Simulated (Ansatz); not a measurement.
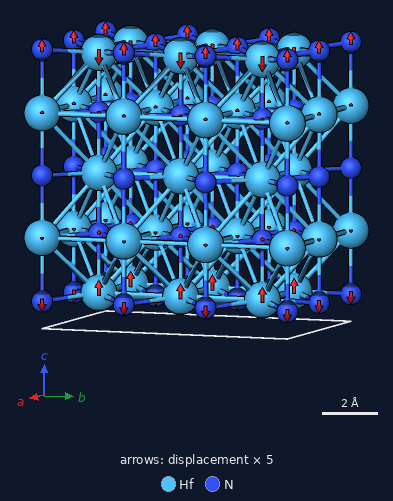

A relaxation of a slab of composition HfN (cut from the Fm-3m phase). The starting structure is drawn faded, the final one solid; red arrows show the displacements, magnified 5 times.

The picture is a ball-and-stick view of the 2 × 3 repeat of the cell, outlined in the plane, without the vacuum, seen slightly off an axis.

Case: (1 0 0) slab, atoms relaxed. The slab is the (1 0 0) face of HfN.

The calculation used DFT r2SCAN, scalar-relativistic, plane waves, PAW in Ansatz 0.2.0. (plane-wave cutoff 500 eV; k-point mesh 11 × 11 × 1; occupations gaussian; smearing width 0.1 eV; no spin polarisation; dipole correction; atoms relaxed in a fixed cell; force threshold 0.02 eV/Å; at most 60 steps)

> What did the optimiser do to the structure, and how much energy did it gain?

The largest moves relative to the layer's centre, 0.12 Å, are those of Hf atoms. By element the largest moves are Hf 0.12 Å, N 0.10 Å. The lattice vectors keep their values. Among the contacts that change: Hf–Hf 3.200 → 3.097 Å, Hf–N 2.263 → 2.174 Å, Hf–N 2.263 → 2.338 Å, Hf–N 2.263 → 2.229 Å. Bond angles that change, for instance: Hf–N–Hf 180.0° → 168.8°, Hf–N–Hf 90.0° → 84.4°, Hf–N–Hf 180.0° → 177.0°. The energy falls by 0.319 eV per cell of the calculation in 5 geometry steps. Largest force component: 1.6 eV/Å at the start, 0.018 eV/Å at the end.

Limits of the set-up: the cell has an odd number of electrons but was run without spin polarisation.
